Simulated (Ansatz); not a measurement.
System: TiO.

The calculation's input:

```
crystal:
  lattice:
    - [0.0, 2.2895965379, 2.2895965379]
    - [2.2895965379, 0.0, 2.2895965379]
    - [2.2895965379, 2.2895965379, 0.0]
  atoms:
    - { symbol: Ti, position: [0.0, 0.0, 0.0], spin: 0.13 }
    - { symbol: O, position: [0.25, 0.25, 0.25] }
basis:
  ecutwfc: 420
kpoints:
  mp_grid: { grid: [16, 16, 16] }
hamiltonian:
  xc: pbesol
scf:
  occupations: { method: gaussian, width: 0.1 }
output:
  forces: true
  stress: true
  eigenvalues: true
  populations: true
  write_density: true
  write_potential: true
  elf: true
  volumetric_format: npy
magnetization:
  spin_polarized: true
relax:
  adjacent_minimum: "off"
  f_tol: 0.01
  max_steps: 80
  cell: { stress_tol: 0.05 }
```

Launched as:

```sh
ansatz run input.yaml --threads 1 --pin off --max-ram 2560MiB --backend cpu --events-out ev --progress --plain --runs-dir out
```

Below, planes, directions and counts refer to the conventional cell (a = 4.58 Å, b = 4.58 Å, c = 4.58 Å, α = 90.00°, β = 90.00°, γ = 90.00°).

The fields are those of the relaxed geometry.

Space group F-43m; started from the zinc blende prototype, which need not be the ambient phase; the program warned that a starting moment wasn't kept; spin-polarised, but the moments vanished.

Theory: DFT PBEsol, scalar-relativistic, plane waves, PAW (Ansatz).

**What will maps of the valence pseudo-density and electron localisation function show?**

Ti–O (1.98 Å): the density is about 0.65 e/Å³ at the midpoint; the ELF peaks at about 0.80 in the valence shell of O, 0.6 Å from its nucleus, and is about 0.20 at the midpoint (no shared electron pair shows on this line).
The ELF has a maximum of about 0.70 in the space between the atoms, 2.0 Å from four Ti atoms, on no atom or two-centre bond.

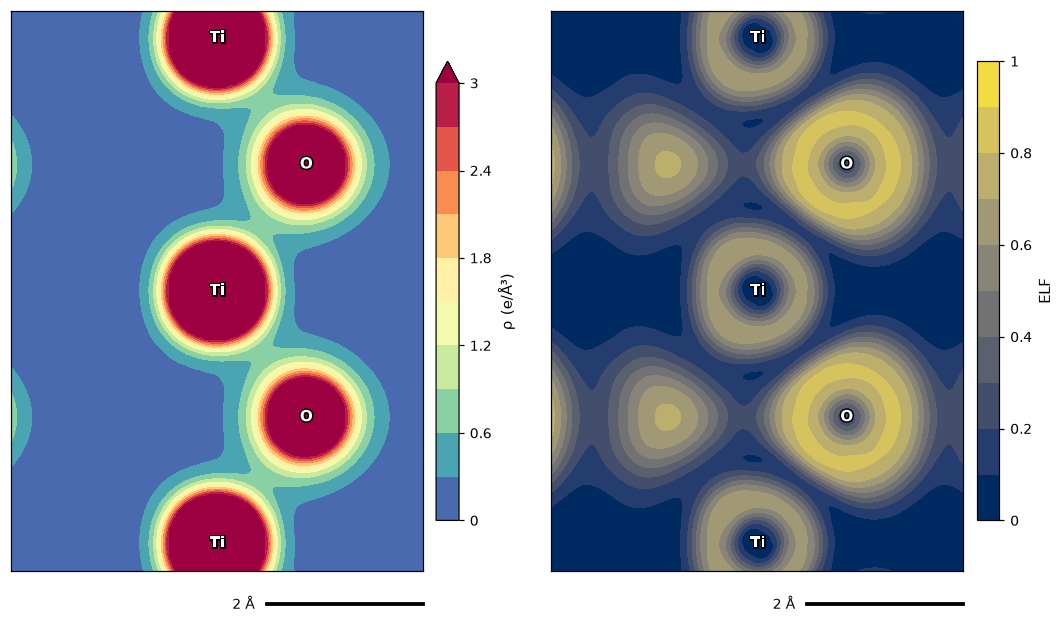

Computed valence pseudo-density and electron localisation function on the (110) plane of the conventional cell, in this order. 

In a PAW calculation such maps are meaningful between the atoms, not at the nuclei.
